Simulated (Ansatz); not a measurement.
A series of calculations on Si$_{96}$C$_{97}$

Part 1: Relaxation

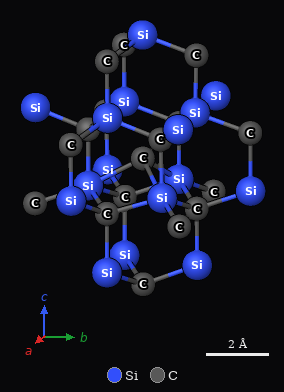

A defect cell of composition Si₉₆C₉₇ (cell charge +1), before the relaxation. Style: ball-and-stick. Shown: the atoms within 4.2 Å of the atom that moves most (axes of the cell of the calculation (origin shifted)), slightly off an axis.

All numbers below come from DFT, PBEsol, PAW, plane waves in Ansatz 0.2.0.

Set-up: plane-wave cutoff 420 eV; k-point mesh 1 × 1 × 1; mesh shifted by (0.25, 0.25, 0.25); collinear spin; atoms relaxed in a fixed cell; force threshold 0.03 eV/Å; at most 80 steps.

```
Si C
1.0
    12.31227    0.00000    0.00000
     0.00000   15.99411    0.00000
     0.00000    0.00000   10.07595
Si C
96 97
Cartesian
  12.3119 15.9797 5.0792
  3.1012 0.0033 5.0246
  1.5073 2.7162 4.9984
  12.3107 5.3396 5.0343
  6.1289 0.0155 5.0601
  4.6219 2.6635 5.0374
  3.1183 5.3386 5.0346
  1.5381 7.9949 5.0362
  12.2930 10.6610 5.0366
  9.2255 15.9927 5.0022
  7.6694 2.6797 5.0229
  6.1459 5.3519 5.0285
  4.5996 7.9851 5.0372
  3.0838 10.7096 5.0538
  1.5453 13.3323 5.0421
  10.7567 2.6153 5.0223
  9.2561 5.3596 5.0111
  7.6868 8.0285 5.0494
  6.1716 10.6245 5.0433
  4.6336 13.3182 5.0558
  10.7940 7.9862 5.0587
  9.2568 10.6694 5.0431
  7.6790 13.3249 4.9911
  10.7686 13.3241 5.0027
  0.0007 1.7936 2.5129
  3.0286 1.7713 2.5319
  1.5741 4.4231 2.4853
  0.0359 7.1283 2.4992
  6.1416 1.7561 2.5053
  4.6183 4.4385 2.5190
  3.1038 7.1453 2.5005
  1.4897 9.7667 2.5599
  0.0112 12.4191 2.5365
  9.2286 1.7821 2.4813
  7.6892 4.4623 2.5490
  6.1558 7.0985 2.5185
  4.5836 9.7756 2.5401
  3.0928 12.4872 2.4913
  1.5224 15.1030 2.5430
  10.8085 4.4410 2.5286
  9.2092 7.1227 2.5568
  7.7082 9.8350 2.4760
  6.1286 12.4499 2.5201
  4.6524 15.0907 2.4933
  10.7829 9.7012 2.4976
  9.2225 12.4416 2.5138
  7.7334 15.0910 2.5341
  10.7834 15.0775 2.5023
  1.5664 0.8743 7.5415
  12.2854 3.5648 7.5488
  4.5937 0.9159 7.5475
  3.0634 3.5651 7.5123
  1.4937 6.2033 7.5727
  12.2915 8.8976 7.5275
  7.7093 0.8827 7.5296
  6.1111 3.5092 7.5735
  4.6226 6.2040 7.5546
  3.1028 8.8521 7.5360
  1.5569 11.5685 7.5659
  12.2928 14.1995 7.5652
  10.7580 0.8982 7.5930
  9.2520 3.5374 7.5018
  7.6850 6.2349 7.5449
  6.1745 8.8928 7.5486
  4.6180 11.5430 7.5527
  3.0467 14.2392 7.5554
  10.7666 6.2230 7.5736
  9.2109 8.9002 7.5586
  7.6804 11.5343 7.5764
  6.1587 14.1927 7.5553
  10.7870 11.5869 7.5736
  9.2655 14.2175 7.5205
  12.3103 15.9785 0.0062
  3.0630 15.9907 10.0519
  1.5136 2.6660 0.0162
  12.2755 5.3340 0.0253
  6.1748 0.0120 0.0259
  4.6661 2.6516 10.0631
  3.0570 5.3195 0.0013
  1.5212 8.0035 10.0483
  12.2929 10.6635 10.0447
  9.2020 15.9620 0.0073
  7.6991 2.6755 0.0129
  6.1754 5.2734 0.0077
  4.6396 8.0004 10.0633
  3.0600 10.6805 0.0048
  1.5478 13.3370 0.0112
  10.7588 2.6811 10.0609
  9.2042 5.3140 0.0457
  7.7108 8.0128 10.0378
  6.1494 10.6918 0.0203
  4.6283 13.3027 0.0272
  10.7611 7.9918 0.0016
  9.2697 10.6809 10.0748
  7.7093 13.2991 10.0505
  10.7949 13.3316 10.0539
  0.0118 0.0064 1.8942
  3.0834 15.9896 1.8402
  1.5459 2.6683 1.8834
  0.0045 5.3203 1.8805
  6.1358 15.9826 1.8530
  4.6364 2.6781 1.8840
  3.1106 5.3437 1.8633
  1.5392 8.0461 1.9030
  12.3047 10.6763 1.8596
  9.2293 0.0010 1.8717
  7.6894 2.6461 1.8852
  6.1290 5.3311 1.8679
  4.5886 7.9981 1.9074
  3.0961 10.6380 1.8999
  1.5421 13.2914 1.9068
  10.7896 2.6452 1.9201
  9.2134 5.3100 1.9125
  7.6752 8.0050 1.8982
  6.1518 10.6725 1.8873
  4.6245 13.3190 1.8943
  10.7859 8.0125 1.8643
  9.2422 10.7018 1.8515
  7.7083 13.3250 1.8983
  10.7698 13.3342 1.9014
  0.0261 0.0289 6.9451
  3.0687 0.0595 6.9355
  1.5650 2.6250 6.9451
  12.3061 5.3300 6.9141
  6.1335 0.0022 6.9533
  4.6110 2.6635 6.9356
  3.0819 5.3322 6.9222
  1.5692 8.0381 6.9493
  0.0123 10.6761 6.9523
  9.2285 15.9639 6.9119
  7.6945 2.6544 6.9288
  6.1582 5.3245 6.9406
  4.6155 7.9726 6.9208
  3.0885 10.6557 6.9500
  1.5224 13.3241 6.8811
  10.7777 2.6634 6.9216
  9.2268 5.3221 6.9097
  7.6939 8.0082 6.9197
  6.1444 10.6651 6.9336
  4.5723 13.3373 6.9303
  10.7729 7.9956 6.9244
  9.2652 10.6716 6.9236
  7.6648 13.3622 6.9361
  10.7608 13.3256 6.9219
  12.3115 1.7506 4.4572
  3.0944 1.7965 4.3772
  1.5457 4.4452 4.3694
  0.0152 7.1142 4.3924
  6.1526 1.7764 4.3931
  4.6439 4.4613 4.3932
  3.0589 7.0747 4.4138
  1.5307 9.7691 4.3947
  12.2823 12.4123 4.4216
  9.2312 1.7625 4.4127
  7.6949 4.4485 4.4023
  6.1592 7.0916 4.3810
  4.6228 9.7953 4.4059
  3.1090 12.4614 4.4239
  1.5531 15.1163 4.3936
  10.8010 4.4421 4.4401
  9.2211 7.1092 4.4132
  7.7067 9.7808 4.4113
  6.1468 12.4432 4.4382
  4.6220 15.0694 4.4226
  10.7649 9.7468 4.4138
  9.2076 12.4048 4.4097
  7.7222 15.0941 4.4197
  10.7662 15.1019 4.4218
  1.5062 0.8642 9.4728
  0.0087 3.5821 9.4225
  4.6109 0.8823 9.4860
  3.0850 3.5715 9.4972
  1.5235 6.2203 9.4804
  12.2763 8.9245 9.4370
  7.7082 0.9208 9.4389
  6.1566 3.5540 9.4298
  4.6351 6.2622 9.4455
  3.0899 8.9027 9.4522
  1.5447 11.5362 9.4510
  0.0025 14.1704 9.4630
  10.7883 0.8823 9.4343
  9.2100 3.5727 9.4896
  7.6975 6.2053 9.4597
  6.1785 8.9109 9.4141
  4.6260 11.5332 9.4025
  3.0832 14.2098 9.4364
  10.7888 6.2457 9.4860
  9.2183 8.8901 9.4755
  7.6956 11.5275 9.4326
  6.1435 14.2014 9.4373
  10.7918 11.5275 9.4028
  9.2232 14.1927 9.4304
  6.1762 8.9017 3.4809
```

### What does the optimiser find from here?

The largest move is that of C193, 0.62 Å roughly along [0 1 1]. Largest moves by element: C 0.62 Å, Si 0.27 Å. The lattice vectors keep their values. Some distances before and after: Si36–C193 2.044 → 2.618 Å, C157–C193 2.017 → 1.576 Å, C156–C193 2.022 → 2.441 Å, C162–C193 1.995 → 1.577 Å. Bond angles that change, for instance: C110–Si37–C193 172.9° → 151.3°, C114–Si42–C193 72.6° → 93.0°, C118–Si42–C193 170.1° → 151.3°. Over 6 accepted moves (7 points after the start) the energy falls by 4.959 eV per cell of the calculation. Largest force component: 2.4 eV/Å at the start, 0.029 eV/Å at the end. The line search rejected the trial step at point 6 of the run.

Step by step:

| step | E − E(0), meV/atom | largest force component, eV/Å | note |
| --- | --- | --- | --- |
| 0 | 0.00 | 2.3620 |  |
| 1 | -14.10 | 1.9870 |  |
| 2 | -21.89 | 1.9500 |  |
| 3 | -24.79 | 1.0240 |  |
| 4 | -25.57 | 0.3773 |  |
| 5 | -25.64 | 0.1938 |  |
| 6 | -25.61 | 0.2735 | rejected |
| 7 | -25.69 | 0.0289 |  |

After the run, drawn alike:

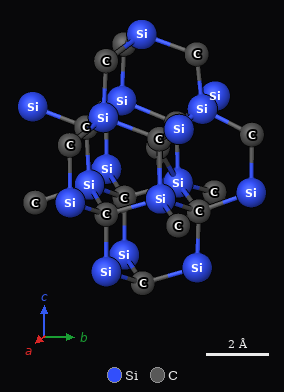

Limits of the set-up: the cell is charged, on a uniform background, and energies carry no finite-size correction.

Part 2: Relaxation

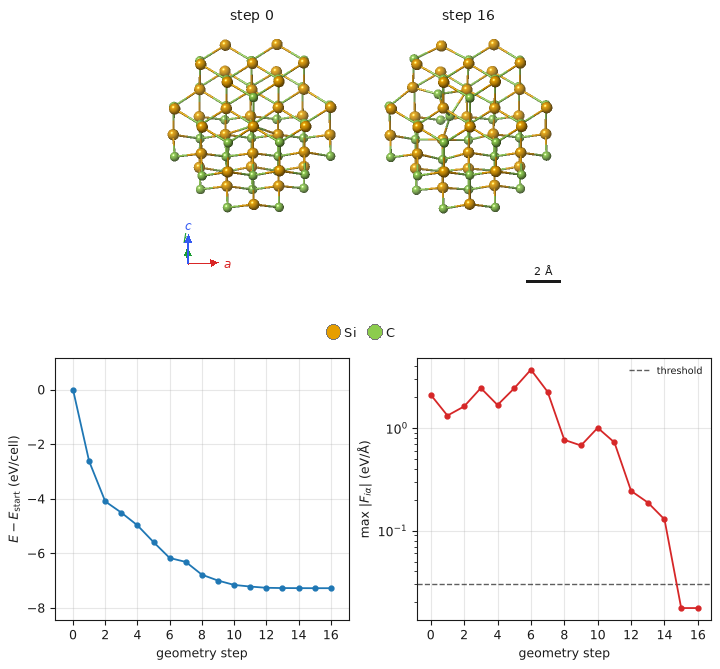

First and last geometry of a relaxation of a defect cell of composition Si₉₆C₉₇ (cell charge −2), with the history of the run. Style: ball-and-stick. Shown: the atoms within 5.8 Å of the atom that moves most (axes of the cell of the calculation (origin shifted)), from a free direction.

Level of theory: DFT, PBEsol, PAW, plane waves in Ansatz 0.2.0. (plane-wave cutoff 420 eV; k-point mesh 1 × 1 × 1; mesh shifted by (0.25, 0.25, 0.25); no spin polarisation; atoms relaxed in a fixed cell; force threshold 0.03 eV/Å; at most 80 steps)

**Did the run converge, and what did it change?**

It converged. Over 16 geometry steps the energy falls by 7.279 eV per cell of the calculation. The largest force component goes from 2.1 to 0.018 eV/Å. The largest move is that of a C atom, 1.29 Å along [−2 1 1]. Largest moves by element: C 1.29 Å, Si 0.33 Å. The lattice vectors keep their values. Near-neighbour distances that change, for instance: C–Si 1.866 → 2.896 Å, C–Si 2.346 → 3.230 Å, C–Si 2.044 → 2.892 Å, C–Si 2.056 → 2.903 Å. New bonds form, among them: C–C (2.02 → 1.48 Å), C–Si (2.33 → 1.93 Å), C–Si (2.40 → 1.90 Å). Bonds break, among them: C–Si (1.87 → 2.90 Å), C–Si (2.04 → 2.89 Å), C–Si (2.06 → 2.90 Å). Among the angles between lasting bonds that change: C–Si–C 172.9° → 119.1°, C–Si–C 73.7° → 96.5°, C–Si–C 108.5° → 129.4°.

Limits of the set-up: the cell is charged, on a uniform background, and energies carry no finite-size correction.

Part 3: Defect

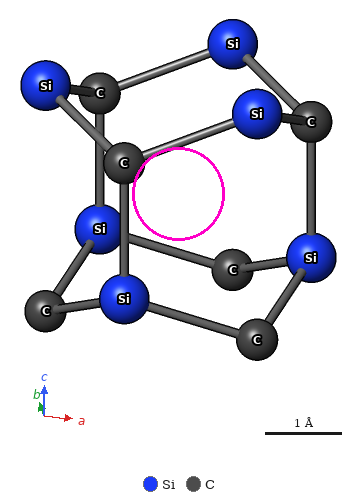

Perfect SiC. The picture is a ball-and-stick view of the atoms within 3.3 Å of one point, seen from a free direction.

Computed with Ansatz 0.2.0, DFT, PBEsol, PAW, plane waves. Set-up: plane-wave cutoff 420 eV; k-point mesh 1 × 1 × 1; mesh shifted by (0.25, 0.25, 0.25); collinear spin. Fermi-Dirac smearing of 0.01 eV. A uniform background neutralises the charged cell. The axes drawn are those of the host's conventional cell.

An extra carbon atom is put between the host's atoms (an interstitial) at the ringed place, in charge state +1. The supercell has 192 sites, and the atoms are relaxed at the host's cell.

How do the neighbours respond?

Answer. The C atom starts with 6 C at 2.01 to 2.38 Å, 6 Si at 2.01 to 2.37 Å around its place and ends with 2 C at 1.58 Å. Of the host's atoms, a silicon atom moves furthest from its site, by 0.24 Å. The C atom itself moves 0.63 Å from where it was put. The cell's net moment is 1.00 μB.

The relaxed defect, seen from the same direction:

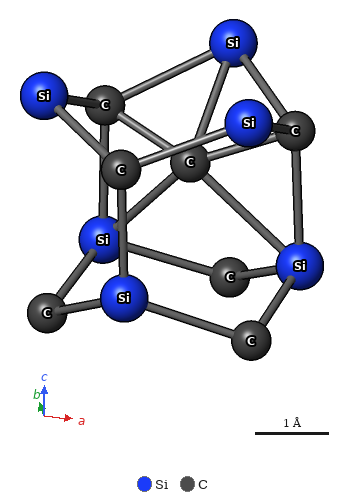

Limits of the set-up: the cell is charged, on a uniform background, and energies carry no finite-size correction.

Part 4: Defect

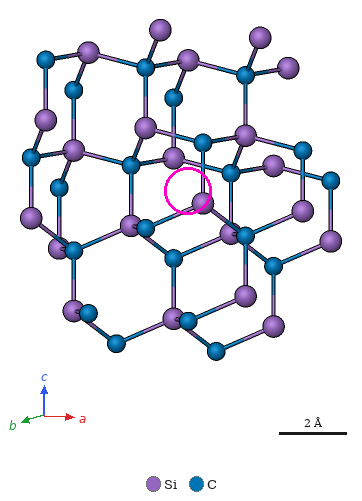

Perfect SiC. A ball-and-stick model of the atoms within 5.4 Å of one point, in a slice 5.0 Å thick across the line of sight, seen from a free direction.

All numbers below come from Ansatz 0.2.0, DFT, PBEsol, PAW, plane waves. Settings: plane-wave cutoff 420 eV; k-point mesh 1 × 1 × 1; mesh shifted by (0.25, 0.25, 0.25); no spin polarisation. Fermi-Dirac smearing of 0.01 eV. The axes drawn are those of the host's conventional cell.

An extra carbon atom is put between the host's atoms (an interstitial) at the ringed place, in charge state 0. The supercell has 192 sites, and the atoms are relaxed at the host's cell.

**How do the neighbours respond?**

The C atom starts with 6 C at 2.01 to 2.38 Å, 6 Si at 2.01 to 2.37 Å around its place and ends with 1 C at 1.35 Å. Of the host's atoms, a carbon atom moves furthest from its site, by 0.66 Å. The C atom itself moves 1.51 Å from where it was put.

The relaxed defect, seen from the same direction:

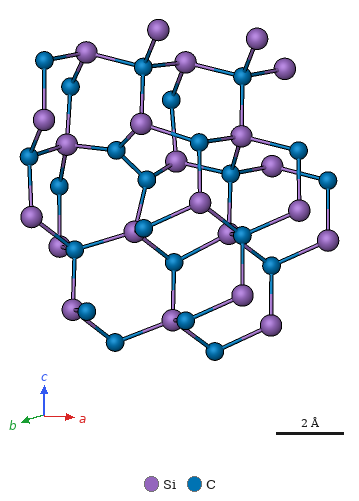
